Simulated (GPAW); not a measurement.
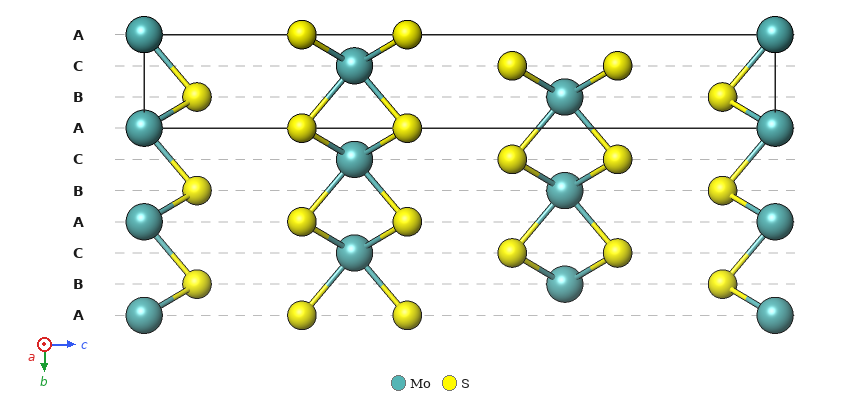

Projection along an edge of the hexagonal mesh, stacking direction c to the right. The dashed lines mark the three columns A (0, 0), B (1/3, 2/3) and C (2/3, 1/3). The sequence starts with the first layer at or above the cell's origin.

MoS₂: an entry of the Crystallography Open Database, as set up for an electronic-structure calculation.

### Read off the stacking sequence over one period.

Mo(A) – S(B) – S(A) – Mo(C) – S(A) – S(C) – Mo(B) – S(C) – S(B) (nine layers in 18.45 Å).

### How are the S layers alone stacked?

S layers alone: BAACCB, a sequence in which some neighbouring layers lie directly above each other.

### Which positions between or in the S layers do the other atoms fill?

Mo: three trigonal-prismatic sites, counted in one hexagonal cell. Three of the six gaps between S layers are empty, 3.07 Å wide.

### What short polytype symbol fits?

Polytype symbol 3R, the symbol of a layered MX2 polytype (number of slabs in the repeat and lattice).
